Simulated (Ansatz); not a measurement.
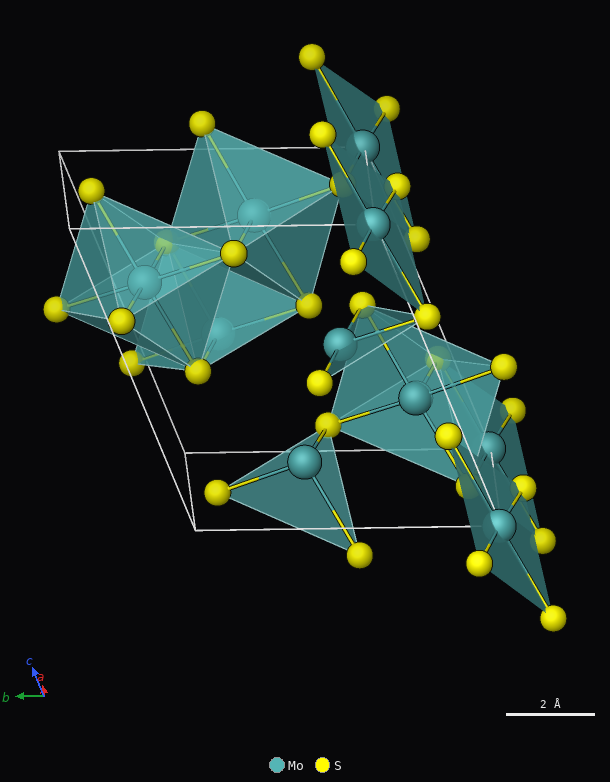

Figure 1. The structure as given in the input (polyhedral view of the cell of the calculation, seen at an oblique angle; polyhedra are completed across the faces of the cell). An atom can appear more than once, as a periodic image.

**Run report: Mo7S10, geometry relaxation (part 1 of 4)**

The run: geometry relaxation of Mo7S10 (P1, 17 atoms in the cell). Method and program: DFT PBE+D3(BJ), scalar-relativistic, plane waves, PAW, no spin polarisation (Ansatz 0.2.0).

The structure was built on a prototype by a generator; it need not be a known phase. It belongs to a series of runs on one base structure; here: 4 of 14 S atoms taken out at random.

## Input file
```yaml
crystal:
  lattice:
    - [1.5667288585, 4.522756641, -5.9589012135]
    - [3.133457717, -3.6182053128, -5.9589012135]
    - [-4.7001865755, -0.9045513282, -5.9589012135]
  atoms:
    - { symbol: Mo, position: [0.4298001342, 0.8588065852, 0.7100312482] }
    - { symbol: Mo, position: [0.7126449707, 0.4312606548, 0.8534345314] }
    - { symbol: Mo, position: [0.1395357327, 0.2870264298, 0.5704335709] }
    - { symbol: Mo, position: [0.8564736334, 0.7190827522, 0.4279997272] }
    - { symbol: Mo, position: [0.284945792, 0.5724135967, 0.1470357428] }
    - { symbol: Mo, position: [0.572828223, 0.1450212313, 0.279309451] }
    - { symbol: Mo, position: [0.9950232841, 0.0071449063, 0.0005400773] }
    - { symbol: S, position: [0.6673668153, 0.0991522965, 0.9620156087] }
    - { symbol: S, position: [0.3882357746, 0.5272064423, 0.8108906056] }
    - { symbol: S, position: [0.0989442701, 0.9632408819, 0.6676215348] }
    - { symbol: S, position: [0.5335787241, 0.8133635824, 0.387466482] }
    - { symbol: S, position: [0.8160147766, 0.3832259096, 0.5267070071] }
    - { symbol: S, position: [0.46691575, 0.1842727424, 0.6156311633] }
    - { symbol: S, position: [0.8995237013, 0.042728426, 0.323864702] }
    - { symbol: S, position: [0.6116107247, 0.4695179217, 0.1832958292] }
    - { symbol: S, position: [0.3270882207, 0.900232385, 0.0399760912] }
    - { symbol: S, position: [0.7514322464, 0.7555600886, 0.757920909] }
  symmetry: { detect: false }
basis:
  ecutwfc: 420
kpoints:
  mp_grid: { grid: [2, 2, 2], shift: [0.5, 0.5, 0.5] }
hamiltonian:
  xc: pbe
  dispersion: d3bj
scf:
  occupations: { method: gaussian, width: 0.1 }
  lower_state_search: "off"
output:
  forces: true
  stress: true
  eigenvalues: true
relax:
  adjacent_minimum: "off"
  f_tol: 0.04
  max_steps: 50
  cell: { stress_tol: 0.3 }
```

Run on 4 threads of Intel Xeon (Granite Rapids), 32 GiB of memory available, shared host.

Launched with:
```bash
ansatz run input.yaml --threads 4 --pin off --max-ram 9216MiB --backend cpu --events-out ev --progress --plain --runs-dir out
```

## The program's output
```
Engine: ansatz 0.2.0, x86_64-unknown-linux-gnu
Pseudopotentials: kind: paw
Pseudopotential: Mo, paw, valence charge 14, recommended cutoff 420 eV (normal), Mo.paw.azcp
Pseudopotential: S, paw, valence charge 6, recommended cutoff 420 eV (normal), S.paw.azcp
Functional definition: PBE
  parameter kappa = 0.804
  parameter beta = 0.06672455060314922
  exchange = pbe_x(kappa = kappa, mu = beta*pi^2/3)
  correlation = pbe_c(beta = beta)
Crystal: 17 atoms, lattice volume = 354.685 Å³
Basis set: ecut = 420 eV, 6943 PW (Γ), exchange–correlation on 108×108×108 points (8 copies of the dense FFT grid, shifted against one another)
Bands: 96, of which v1, the nominal top of the filled ones, is band 79 counted from 1 (78 counted from 0)
Symmetry: 1 space group operations
k-points: 4 of 8 (time reversal used)
Non-local potential: Mo, projectors of the file, l = 0: 3, l = 1: 2, l = 2: 2, l = 3: 1
Non-local potential: S, projectors of the file, l = 0: 2, l = 1: 2, l = 2: 2
PAW form: soft (Blöchl's): semilocal exchange-correlation on the pseudo side does not see the compensation charge
PAW one-centre angular grid: Mo, 590 points (default); XC on 64 Gauss nodes
PAW one-centre angular grid: S, 110 points (default); XC on 64 Gauss nodes
Initial density: superposition of atomic densities (neutral atoms: chi_scale 0, normalization atom), corrected by the library's trained network
Initial wavefunctions: pseudopotential atomic-orbital guess
Functional: x = pbe(κ = 0.804, μ = 0.2195149727645171), c = pbe(β = 0.06672455060314922)
SCF iter   1: F=—  HF=-43723.382719 eV  |F-HF|=—  |Δ(HF+E_count)|=         —  Δρ=8.19e-3  dr2=2.77e-1  ethr=1.77e-3  ⟨swp⟩=6.0  Hψ=1379  notcnv=0
preconditioner: auto → LDOS  [metal: Δε(μ)=0.077 eV  Ē_g=6.494 eV  σ=0.100 eV  W_gap=0.38  n_scr=76 (ndim 8)  ℏωp=19.9 eV  f_vac=0.081  D(μ)=16.07/eV (n_scr^D=142)  β→1.0]
SCF iter   2: F=—  HF=-43723.367885 eV  |F-HF|=—  |Δ(HF+E_count)|=   1.48e-2  Δρ=4.05e-3  dr2=6.57e-2  ethr=1.75e-4  ⟨swp⟩=2.2  Hψ=668  notcnv=0  defer=24
SCF iter   3: F=—  HF=-43723.355145 eV  |F-HF|=—  |Δ(HF+E_count)|=   1.27e-2  Δρ=1.41e-3  dr2=1.48e-2  ethr=4.16e-5  ⟨swp⟩=2.0  Hψ=592  notcnv=0  defer=24
SCF iter   4: F=—  HF=-43723.353574 eV  |F-HF|=—  |Δ(HF+E_count)|=   1.57e-3  Δρ=4.36e-4  dr2=1.06e-3  ethr=9.38e-6  ⟨swp⟩=2.8  Hψ=521  notcnv=0  defer=24
SCF iter   5: F=—  HF=-43723.353481 eV  |F-HF|=—  |Δ(HF+E_count)|=   9.30e-5  Δρ=1.33e-4  dr2=1.61e-4  ethr=6.74e-7  ⟨swp⟩=2.8  Hψ=617  notcnv=0  defer=24
SCF iter   6: F=—  HF=-43723.353474 eV  |F-HF|=—  |Δ(HF+E_count)|=   7.53e-6  Δρ=3.44e-5  dr2=8.73e-6  ethr=1.02e-7  ⟨swp⟩=2.8  Hψ=531  notcnv=0  defer=24
SCF iter   7: F=—  HF=-43723.353259 eV  |F-HF|=—  |Δ(HF+E_count)|=   2.14e-4  Δρ=1.05e-5  dr2=8.28e-7  ethr=5.52e-9  ⟨swp⟩=2.0  Hψ=498  notcnv=0
SCF iter   8: F=-43723.353259 eV  HF=-43723.353260 eV  |F-HF|=4.16e-8  |Δ(HF+E_count)|=   4.68e-8  Δρ=3.84e-6  dr2=8.41e-8  ethr=6.33e-11  ⟨swp⟩=10.0  Hψ=1679  notcnv=0
SCF 1 converged in 8 iterations: F = -43723.353259 eV  dr2 = 8.41e-8
  greatest PAW one-centre occupation: 0.998 electrons in one spin orbital (limit 2), on the Mo atom at site 4 (counted from 0), in its partial waves of l = 0
relax step   1: F+E_penalty+E_count = -43723.35325949 eV  Δ(F+E_penalty+E_count) = +0.000e0 eV  max|allowed force component| = 1.471e0 eV/Å  Δτ_max = 0.0000 Å  P = -6.743 GPa  Ω = 354.685 Å³  (8 SCF iters, dr2 threshold 1.00e-7 eV, accepted)
Crystal: 17 atoms, lattice volume = 327.157 Å³
Basis set: ecut = 420 eV, 6407 PW (Γ), exchange–correlation on 108×108×108 points (8 copies of the dense FFT grid, shifted against one another)
Initial density: handed on by an earlier stage of this run
Initial wavefunctions: those handed on with the density
iter 1 solved again at ethr=6.00e-4 eV; its pass at ethr=3.10e-3 eV (dr2=9.47e-1 eV) is discarded
SCF iter   1: F=—  HF=-43725.191250 eV  |F-HF|=—  |Δ(HF+E_count)|=         —  Δρ=1.08e-2  dr2=9.46e-1  ethr=6.00e-4  ⟨swp⟩=1.0  Hψ=2155  notcnv=0
preconditioner: auto → LDOS  [insulator: Δε(μ)=0.120 eV  Ē_g=6.852 eV  σ=0.100 eV  W_gap=0.54  n_scr=64 (ndim 8)  ℏωp=20.7 eV  f_vac=0.068  D(μ)=12.83/eV (n_scr^D=112)  ε∞_Penn≈10.2  β→1.0]
SCF iter   2: F=—  HF=-43725.127172 eV  |F-HF|=—  |Δ(HF+E_count)|=   6.41e-2  Δρ=7.08e-3  dr2=3.96e-1  ethr=5.99e-4  ⟨swp⟩=3.2  Hψ=658  notcnv=0
SCF iter   3: F=—  HF=-43725.046452 eV  |F-HF|=—  |Δ(HF+E_count)|=   8.07e-2  Δρ=1.53e-3  dr2=1.94e-2  ethr=2.51e-4  ⟨swp⟩=2.2  Hψ=617  notcnv=0
SCF iter   4: F=—  HF=-43725.043027 eV  |F-HF|=—  |Δ(HF+E_count)|=   3.42e-3  Δρ=3.92e-4  dr2=9.24e-4  ethr=1.23e-5  ⟨swp⟩=2.0  Hψ=596  notcnv=0
SCF iter   5: F=—  HF=-43725.042837 eV  |F-HF|=—  |Δ(HF+E_count)|=   1.90e-4  Δρ=1.30e-4  dr2=9.07e-5  ethr=5.85e-7  ⟨swp⟩=2.0  Hψ=560  notcnv=0
SCF iter   6: F=—  HF=-43725.042855 eV  |F-HF|=—  |Δ(HF+E_count)|=   1.79e-5  Δρ=4.63e-5  dr2=1.31e-5  ethr=5.74e-8  ⟨swp⟩=2.0  Hψ=553  notcnv=0
SCF iter   7: F=-43725.042858 eV  HF=-43725.042858 eV  |F-HF|=5.28e-8  |Δ(HF+E_count)|=   2.82e-6  Δρ=1.48e-5  dr2=1.08e-6  ethr=1.08e-9  ⟨swp⟩=5.0  Hψ=1673  notcnv=0
SCF 2 converged in 7 iterations: F = -43725.042858 eV  dr2 = 1.08e-6
relax step   2: F+E_penalty+E_count = -43725.04285790 eV  Δ(F+E_penalty+E_count) = -1.690e0 eV  max|allowed force component| = 8.721e-1 eV/Å  Δτ_max = 0.1526 Å  P = +0.551 GPa  Ω = 327.157 Å³  energy of the carried Pulay correction = +3.150e-3 eV  (7 SCF iters, dr2 threshold 1.70e-6 eV, accepted)
[... from here on the SCF iterations and repeated set-up lines of each step are left out, up to the last step ...]
SCF 3 converged in 8 iterations: F = -43725.451459 eV  dr2 = 1.89e-7
relax step   3: F+E_penalty+E_count = -43725.45145901 eV  Δ(F+E_penalty+E_count) = -4.086e-1 eV  max|allowed force component| = 4.582e-1 eV/Å  Δτ_max = 0.1603 Å  P = +1.677 GPa  Ω = 329.891 Å³  energy of the carried Pulay correction = +2.825e-3 eV  (8 SCF iters, dr2 threshold 1.70e-6 eV, accepted)
SCF 4 converged in 8 iterations: F = -43725.643752 eV  dr2 = 3.24e-7
relax step   4: F+E_penalty+E_count = -43725.64375180 eV  Δ(F+E_penalty+E_count) = -1.923e-1 eV  max|allowed force component| = 6.501e-1 eV/Å  Δτ_max = 0.0986 Å  P = +0.109 GPa  Ω = 332.501 Å³  energy of the carried Pulay correction = +2.518e-3 eV  (8 SCF iters, dr2 threshold 1.70e-6 eV, accepted)
SCF 5 converged in 8 iterations: F = -43725.725122 eV  dr2 = 7.96e-7
relax step   5: F+E_penalty+E_count = -43725.72512236 eV  Δ(F+E_penalty+E_count) = -8.137e-2 eV  max|allowed force component| = 1.383e0 eV/Å  Δτ_max = 0.1956 Å  P = -0.252 GPa  Ω = 335.742 Å³  energy of the carried Pulay correction = +2.140e-3 eV  (8 SCF iters, dr2 threshold 1.70e-6 eV, accepted)
SCF 6 converged in 7 iterations: F = -43725.853005 eV  dr2 = 8.87e-7
relax step   6: F+E_penalty+E_count = -43725.85300494 eV  Δ(F+E_penalty+E_count) = -1.279e-1 eV  max|allowed force component| = 4.145e-1 eV/Å  Δτ_max = 0.1010 Å  P = -1.051 GPa  Ω = 337.296 Å³  energy of the carried Pulay correction = +1.960e-3 eV  (7 SCF iters, dr2 threshold 1.70e-6 eV, accepted)
SCF 7 converged in 7 iterations: F = -43725.985171 eV  dr2 = 1.05e-6
relax step   7: F+E_penalty+E_count = -43725.98517149 eV  Δ(F+E_penalty+E_count) = -1.322e-1 eV  max|allowed force component| = 2.715e-1 eV/Å  Δτ_max = 0.2000 Å  P = -0.407 GPa  Ω = 335.300 Å³  energy of the carried Pulay correction = +2.192e-3 eV  (7 SCF iters, dr2 threshold 1.70e-6 eV, accepted)
SCF 8 converged in 8 iterations: F = -43726.156351 eV  dr2 = 3.64e-7
relax step   8: F+E_penalty+E_count = -43726.15635095 eV  Δ(F+E_penalty+E_count) = -1.712e-1 eV  max|allowed force component| = 5.089e-1 eV/Å  Δτ_max = 0.1955 Å  P = +0.242 GPa  Ω = 330.664 Å³  energy of the carried Pulay correction = +2.734e-3 eV  (8 SCF iters, dr2 threshold 1.70e-6 eV, accepted)
SCF 9 converged in 7 iterations: F = -43726.323902 eV  dr2 = 3.67e-7
relax step   9: F+E_penalty+E_count = -43726.32390229 eV  Δ(F+E_penalty+E_count) = -1.676e-1 eV  max|allowed force component| = 6.239e-1 eV/Å  Δτ_max = 0.1920 Å  P = +0.481 GPa  Ω = 328.723 Å³  energy of the carried Pulay correction = +2.964e-3 eV  (7 SCF iters, dr2 threshold 1.70e-6 eV, accepted)
SCF 10 converged in 7 iterations: F = -43726.602185 eV  dr2 = 4.44e-7
relax step  10: F+E_penalty+E_count = -43726.60218543 eV  Δ(F+E_penalty+E_count) = -2.783e-1 eV  max|allowed force component| = 4.038e-1 eV/Å  Δτ_max = 0.1956 Å  P = +0.418 GPa  Ω = 328.177 Å³  energy of the carried Pulay correction = +3.028e-3 eV  (7 SCF iters, dr2 threshold 1.70e-6 eV, accepted)
SCF 11 converged in 7 iterations: F = -43726.835446 eV  dr2 = 1.08e-6
relax step  11: F+E_penalty+E_count = -43726.83544589 eV  Δ(F+E_penalty+E_count) = -2.333e-1 eV  max|allowed force component| = 6.224e-1 eV/Å  Δτ_max = 0.1960 Å  P = +0.056 GPa  Ω = 329.142 Å³  energy of the carried Pulay correction = +2.914e-3 eV  (7 SCF iters, dr2 threshold 1.70e-6 eV, accepted)
SCF 12 converged in 7 iterations: F = -43726.979704 eV  dr2 = 1.07e-6
relax step  12: F+E_penalty+E_count = -43726.97970437 eV  Δ(F+E_penalty+E_count) = -1.443e-1 eV  max|allowed force component| = 7.129e-1 eV/Å  Δτ_max = 0.1310 Å  P = -0.204 GPa  Ω = 329.227 Å³  energy of the carried Pulay correction = +2.904e-3 eV  (7 SCF iters, dr2 threshold 1.70e-6 eV, accepted)
SCF 13 converged in 7 iterations: F = -43727.173187 eV  dr2 = 5.06e-7
relax step  13: F+E_penalty+E_count = -43727.17318725 eV  Δ(F+E_penalty+E_count) = -1.935e-1 eV  max|allowed force component| = 8.039e-1 eV/Å  Δτ_max = 0.2000 Å  P = -0.129 GPa  Ω = 328.774 Å³  energy of the carried Pulay correction = +2.958e-3 eV  (7 SCF iters, dr2 threshold 1.70e-6 eV, accepted)
SCF 14 converged in 7 iterations: F = -43727.398046 eV  dr2 = 8.80e-7
relax step  14: F+E_penalty+E_count = -43727.39804619 eV  Δ(F+E_penalty+E_count) = -2.249e-1 eV  max|allowed force component| = 8.087e-1 eV/Å  Δτ_max = 0.1980 Å  P = +0.012 GPa  Ω = 328.900 Å³  energy of the carried Pulay correction = +2.943e-3 eV  (7 SCF iters, dr2 threshold 1.70e-6 eV, accepted)
SCF 15 converged in 7 iterations: F = -43727.595362 eV  dr2 = 1.49e-6
relax step  15: F+E_penalty+E_count = -43727.59536206 eV  Δ(F+E_penalty+E_count) = -1.973e-1 eV  max|allowed force component| = 3.861e-1 eV/Å  Δτ_max = 0.1964 Å  P = +0.358 GPa  Ω = 329.638 Å³  energy of the carried Pulay correction = +2.855e-3 eV  (7 SCF iters, dr2 threshold 1.70e-6 eV, accepted)
SCF 16 converged in 8 iterations: F = -43727.793357 eV  dr2 = 4.49e-7
relax step  16: F+E_penalty+E_count = -43727.79335716 eV  Δ(F+E_penalty+E_count) = -1.980e-1 eV  max|allowed force component| = 5.826e-1 eV/Å  Δτ_max = 0.1961 Å  P = +0.334 GPa  Ω = 331.971 Å³  energy of the carried Pulay correction = +2.581e-3 eV  (8 SCF iters, dr2 threshold 1.70e-6 eV, accepted)
SCF 17 converged in 7 iterations: F = -43728.043234 eV  dr2 = 1.09e-6
relax step  17: F+E_penalty+E_count = -43728.04323432 eV  Δ(F+E_penalty+E_count) = -2.499e-1 eV  max|allowed force component| = 5.056e-1 eV/Å  Δτ_max = 0.1937 Å  P = -0.191 GPa  Ω = 333.771 Å³  energy of the carried Pulay correction = +2.370e-3 eV  (7 SCF iters, dr2 threshold 1.70e-6 eV, accepted)
SCF 18 converged in 8 iterations: F = -43728.278213 eV  dr2 = 2.98e-7
relax step  18: F+E_penalty+E_count = -43728.27821308 eV  Δ(F+E_penalty+E_count) = -2.350e-1 eV  max|allowed force component| = 2.454e-1 eV/Å  Δτ_max = 0.1954 Å  P = -0.373 GPa  Ω = 333.713 Å³  energy of the carried Pulay correction = +2.377e-3 eV  (8 SCF iters, dr2 threshold 1.70e-6 eV, accepted)
SCF 19 converged in 7 iterations: F = -43728.372602 eV  dr2 = 7.84e-7
relax step  19: F+E_penalty+E_count = -43728.37260219 eV  Δ(F+E_penalty+E_count) = -9.439e-2 eV  max|allowed force component| = 3.046e-1 eV/Å  Δτ_max = 0.2000 Å  P = -0.061 GPa  Ω = 331.522 Å³  energy of the carried Pulay correction = +2.633e-3 eV  (7 SCF iters, dr2 threshold 1.70e-6 eV, accepted)
SCF 20 converged in 7 iterations: F = -43728.437046 eV  dr2 = 3.34e-7
relax step  20: F+E_penalty+E_count = -43728.43704591 eV  Δ(F+E_penalty+E_count) = -6.444e-2 eV  max|allowed force component| = 3.852e-1 eV/Å  Δτ_max = 0.1419 Å  P = +0.225 GPa  Ω = 330.153 Å³  energy of the carried Pulay correction = +2.795e-3 eV  (7 SCF iters, dr2 threshold 1.70e-6 eV, accepted)
SCF 21 converged in 7 iterations: F = -43728.431805 eV  dr2 = 1.24e-6
relax step  21: F+E_penalty+E_count = -43728.43180468 eV  Δ(F+E_penalty+E_count) = +5.241e-3 eV  max|allowed force component| = 5.551e-1 eV/Å  Δτ_max = 0.1949 Å  P = +0.502 GPa  Ω = 327.779 Å³  energy of the carried Pulay correction = +3.076e-3 eV  (7 SCF iters, dr2 threshold 1.70e-6 eV, rejected (line search))
SCF 22 converged in 10 iterations: F = -43728.455051 eV  dr2 = 9.63e-10
relax step  22: F+E_penalty+E_count = -43728.45505079 eV  Δ(F+E_penalty+E_count) = -1.800e-2 eV  max|allowed force component| = 5.409e-1 eV/Å  Δτ_max = 0.0945 Å  P = +0.090 GPa  Ω = 329.556 Å³  energy of the carried Pulay correction = +2.865e-3 eV  (10 SCF iters, accepted)
SCF 23 converged in 9 iterations: F = -43728.482523 eV  dr2 = 1.56e-6
relax step  23: F+E_penalty+E_count = -43728.48252347 eV  Δ(F+E_penalty+E_count) = -2.747e-2 eV  max|allowed force component| = 3.425e-1 eV/Å  Δτ_max = 0.1000 Å  P = +0.241 GPa  Ω = 329.315 Å³  energy of the carried Pulay correction = +2.894e-3 eV  (9 SCF iters, dr2 threshold 1.70e-6 eV, accepted)
SCF 24 converged in 6 iterations: F = -43728.516024 eV  dr2 = 7.71e-7
relax step  24: F+E_penalty+E_count = -43728.51602406 eV  Δ(F+E_penalty+E_count) = -3.350e-2 eV  max|allowed force component| = 1.408e-1 eV/Å  Δτ_max = 0.0510 Å  P = +0.042 GPa  Ω = 331.053 Å³  energy of the carried Pulay correction = +2.688e-3 eV  (6 SCF iters, dr2 threshold 1.70e-6 eV, accepted)
SCF 25 converged in 6 iterations: F = -43728.521308 eV  dr2 = 1.70e-7
relax step  25: F+E_penalty+E_count = -43728.52130767 eV  Δ(F+E_penalty+E_count) = -5.284e-3 eV  max|allowed force component| = 7.957e-2 eV/Å  Δτ_max = 0.0214 Å  P = +0.032 GPa  Ω = 331.051 Å³  energy of the carried Pulay correction = +2.689e-3 eV  (6 SCF iters, dr2 threshold 1.24e-6 eV, accepted)
SCF 26 converged in 6 iterations: F = -43728.522754 eV  dr2 = 6.82e-8
relax step  26: F+E_penalty+E_count = -43728.52275428 eV  Δ(F+E_penalty+E_count) = -1.447e-3 eV  max|allowed force component| = 3.860e-2 eV/Å  Δτ_max = 0.0120 Å  P = +0.010 GPa  Ω = 331.313 Å³  energy of the carried Pulay correction = +2.658e-3 eV  (6 SCF iters, dr2 threshold 3.96e-7 eV, accepted)
Basis set: ecut = 420 eV, 6493 PW (Γ), exchange–correlation on 108×100×108 points (8 copies of the dense FFT grid, shifted against one another)
Initial wavefunctions: pseudopotential atomic-orbital guess (no wavefunctions were taken with the density)
iter 1 solved again at ethr=2.01e-7 eV; its pass at ethr=3.10e-3 eV (dr2=3.17e-4 eV) is discarded
SCF iter   1: F=—  HF=-43728.521347 eV  |F-HF|=—  |Δ(HF+E_count)|=         —  Δρ=1.64e-4  dr2=9.68e-6  ethr=2.01e-7  ⟨swp⟩=4.0  Hψ=2638  notcnv=0
preconditioner: auto → LDOS  [insulator: Δε(μ)=0.246 eV  Ē_g=7.126 eV  σ=0.100 eV  W_gap=0.91  n_scr=66 (ndim 8)  ℏωp=20.6 eV  f_vac=0.063  D(μ)=1.83/eV (n_scr^D=4)  ε∞_Penn≈9.4  β→1.0]
SCF iter   2: F=—  HF=-43728.521446 eV  |F-HF|=—  |Δ(HF+E_count)|=   9.82e-5  Δρ=2.34e-5  dr2=1.20e-6  ethr=6.13e-9  ⟨swp⟩=2.0  Hψ=700  notcnv=0
SCF iter   3: F=—  HF=-43728.521445 eV  |F-HF|=—  |Δ(HF+E_count)|=   2.78e-7  Δρ=1.20e-5  dr2=1.11e-6  ethr=7.61e-10  ⟨swp⟩=2.0  Hψ=700  notcnv=0
SCF iter   4: F=—  HF=-43728.521445 eV  |F-HF|=—  |Δ(HF+E_count)|=   8.24e-8  Δρ=3.70e-6  dr2=3.69e-8  ethr=6.99e-10  ⟨swp⟩=2.0  Hψ=411  notcnv=0
SCF iter   5: F=-43728.521445 eV  HF=-43728.521445 eV  |F-HF|=2.07e-9  |Δ(HF+E_count)|=   1.34e-8  Δρ=9.23e-7  dr2=2.70e-9  ethr=3.87e-12  ⟨swp⟩=7.0  Hψ=1552  notcnv=0
SCF 27 converged in 5 iterations: F = -43728.521445 eV  dr2 = 2.70e-9
relax step  27: F+E_penalty+E_count = -43728.52144528 eV  Δ(F+E_penalty+E_count) = +1.309e-3 eV  max|allowed force component| = 3.885e-2 eV/Å  Δτ_max = 0.0000 Å  P = +0.013 GPa  Ω = 331.313 Å³  stress off target by 4.10e-2 GPa  SCF on the basis re-selected at this cell (its energy is not comparable with the rows above)  (5 SCF iters)
```
